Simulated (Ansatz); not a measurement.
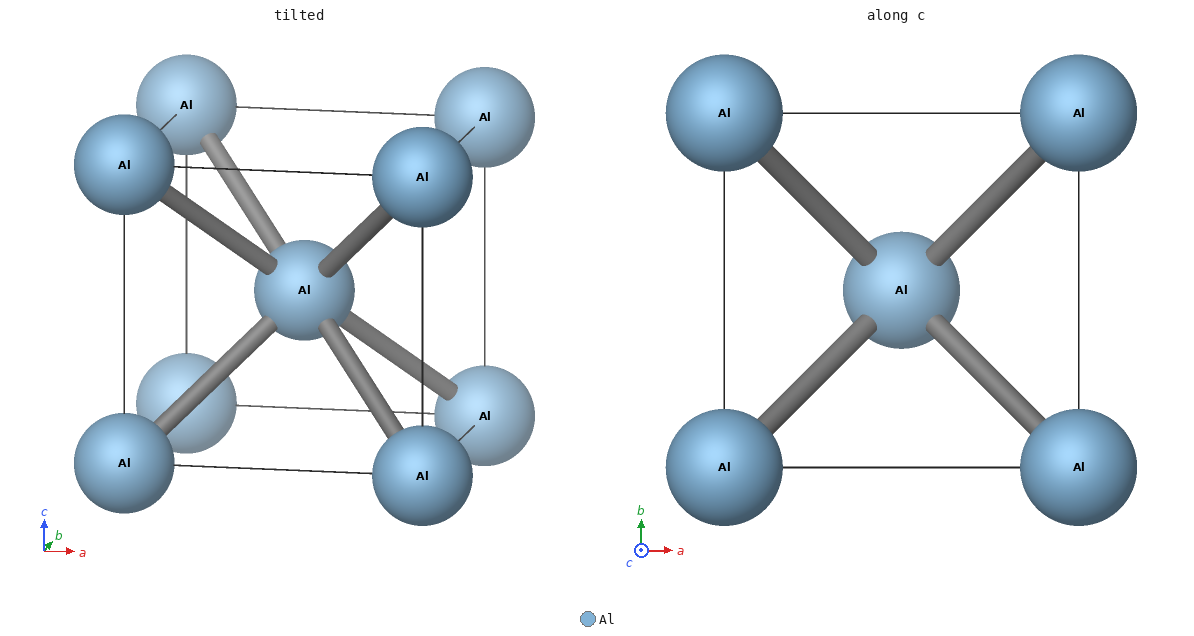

The image is a ball-and-stick drawing of a crystal, viewed slightly off an axis and along the c axis. One conventional unit cell is framed, with atoms on its boundary repeated.

Al, body-centred cubic (W type), space group Im-3m (No. 229), a = 3.236 Å, b = 3.236 Å, c = 3.236 Å, α = 90.00°, β = 90.00°, γ = 90.00°. The structure comes from a structure type filled with this element by a generator (whether the element takes this form wasn't checked). Earlier steps of the study may have refined or changed the cell and positions. An electronic-structure calculation with Ansatz was run on it.

This one geometry was computed with Ansatz (DFT, plane waves, PAW) at three levels of theory: PBE, LDA and r2SCAN.

Which level gives the highest pressure at this volume, and what does that say about its equilibrium volume?

Answer. Highest: PBE (0.0 GPa), which points to the largest equilibrium volume. Lowest, with the smallest volume: LDA (-3.0 GPa) and r2SCAN (-3.2 GPa). Levels within 0.5 GPa of each other can't be told apart.

How does the band gap change with the level of theory?

Answer. All levels give a metal.

Collect the results in a table.

Answer.
| level | cutoff (eV) | k-mesh of the run's cell | gap (eV) | pressure (GPa) |
| --- | --- | --- | --- | --- |
| PBE | 420 | 24×24×24 | metal | 0.0 |
| LDA | 420 | 24×24×24 | metal | -3.0 |
| r2SCAN | 500 | 24×24×24 | metal | -3.2 |

Gaps are taken on the k-mesh or band path of each run.
